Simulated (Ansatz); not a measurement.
Sc3Al13N16

Sc3Al13N16, 64 atoms, a = 11.12 Å, b = 6.40 Å, c = 10.18 Å, α = 90.00°, β = 90.04°, γ = 90.00°.

Space group Cm; a generated structure, not necessarily the stable one.

Level of theory: Ansatz 0.2.0, DFT PBE, scalar-relativistic, plane waves, PAW.

The density is the valence pseudo-density of a PAW calculation; it isn't the true density close to the nuclei.

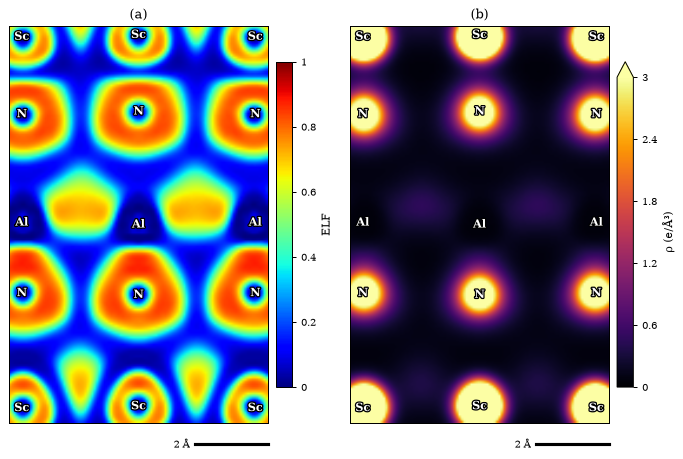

Figure 1. (a) ELF; (b) valence pseudo-density on the (100) plane of the conventional cell.

What does the map show?

Answer. The plane passes through Al, Sc and N nuclei. Atoms just off the plane (Al, 0.9 Å away and N, 0.9 Å away) can leave unmarked features too. Al–N (1.93 Å): the density is about 0.63 e/Å³ at the midpoint; the ELF peaks at about 0.90 in the valence shell of N, 0.7 Å from its nucleus, and is about 0.85 at the midpoint. Sc–N (2.10 Å): the density is about 0.56 e/Å³ at the midpoint; the ELF peaks at about 0.85 in the valence shell of N, 0.7 Å from its nucleus, and is about 0.20 at the midpoint: no localised pair shows between them. Between the atoms the lowest density in this plane is 0.06 e/Å³. The features right at Sc lie inside the PAW spheres, where the map follows smoothed inner orbitals and isn't to be read closely.

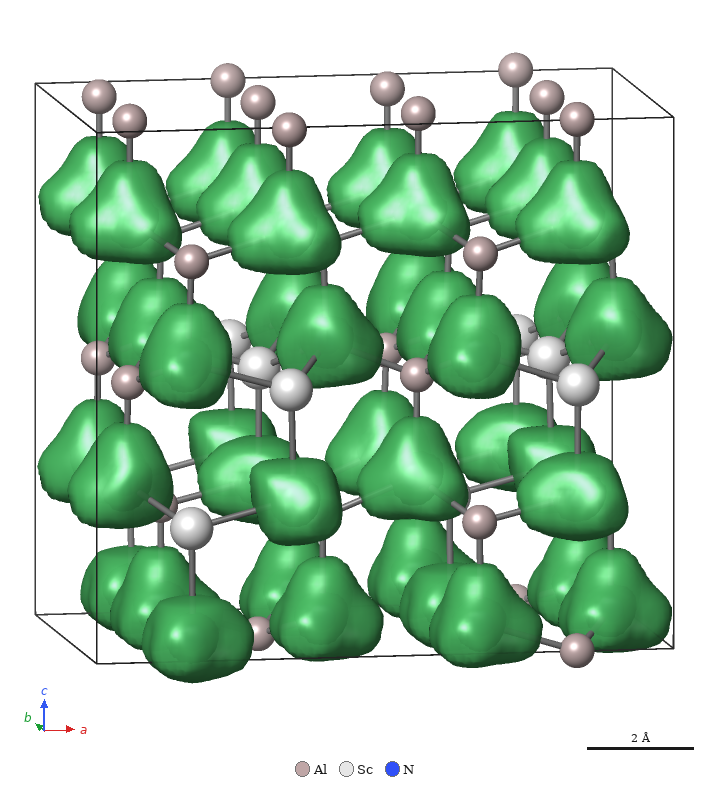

Figure 2. Isosurface of the electron localisation function at 0.75 (green), seen slightly off an axis. Core shells and regions of very low density are left out. Sticks mark near contacts.

Where are the electrons localised?

Answer. The ELF exceeds this value in 32 regions on N in which the atom's valence shell and bonds are merged, counted in one cell of 64 atoms. Any copies at cell faces, edges or corners count once. Along the contacts the grid gives the following. Al–N (1.86 Å): the ELF peaks at about 0.90 in the valence shell of N, 0.8 Å from its nucleus, and is about 0.85 at the midpoint. Sc–N (2.01 Å): the ELF peaks at about 0.85 in the valence shell of N, 0.6 Å from its nucleus, and is about 0.25 at the midpoint (no shared electron pair shows on this line).

Does the calculation make it a metal, or give it a gap?

Answer. It is gapped, with a Kohn–Sham gap of 3.7 eV on the k-point mesh, an upper bound to the gap of this method.
